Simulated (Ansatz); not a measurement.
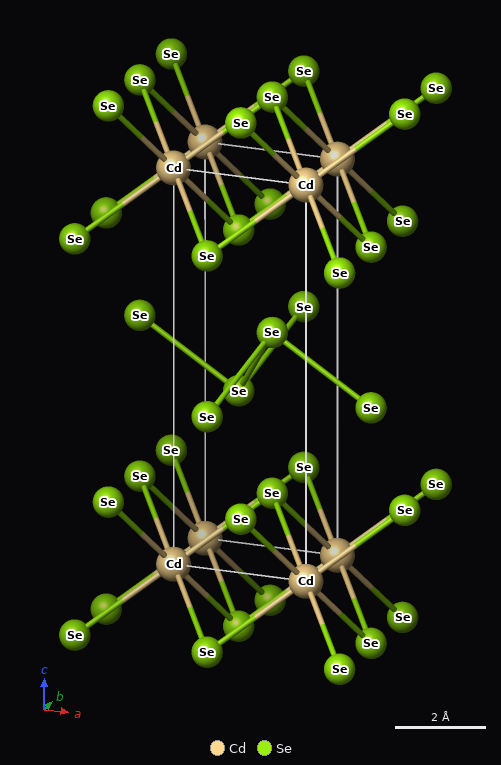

Figure: ball-and-stick view slightly off an axis. The wireframe shows the conventional unit cell. Neighbours across the faces are drawn wherever a bond reaches them. Cell: a = 3.89 Å, b = 3.89 Å, c = 8.96 Å, α = 90.00°, β = 90.00°, γ = 120.00°.

Provenance: a structure type filled with these elements by a generator (whether the compound takes this form wasn't checked). Earlier steps of the study may have refined or changed the cell and positions. Ansatz was used for an electronic-structure calculation on it.

**Describe the arrangement of the atoms.**

The structure is one of CdSe4. The lattice is primitive hexagonal and the space group P-3m1 (No. 164). In the cell are 1 Cd, 4 Se, which makes 1 formula unit. As the bonds are drawn, the neighbour counts come to Cd 6 and Se 3.

The calculation used Ansatz, DFT PBE, scalar-relativistic, plane waves, PAW, with a plane-wave cutoff of 420 eV, k-points on a 12×12×4 grid, Gaussian smearing of 0.1 eV, no spin polarisation.

**Is the electronic structure metallic or gapped?**

A metal: bands cross the Fermi level.

**What does a Bader analysis give?**

Cd +0.68 e; Se -0.44 to +0.10 e.

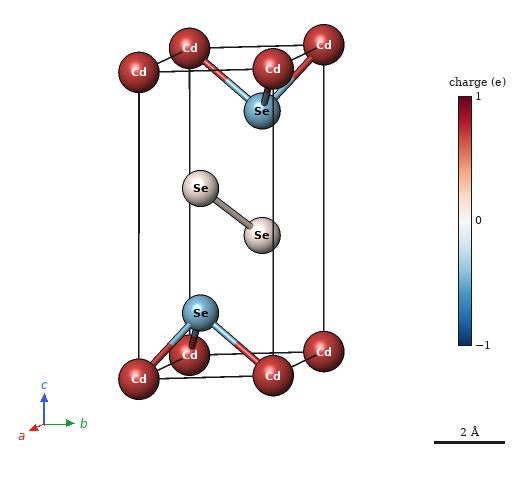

The atoms coloured by those charges. The run's cell of 5 atoms is drawn.

**Is this an equilibrium geometry for the method given?**

Yes. All forces vanish to within 0.01 eV/Å. The pressure is 0.0 GPa, close to zero.
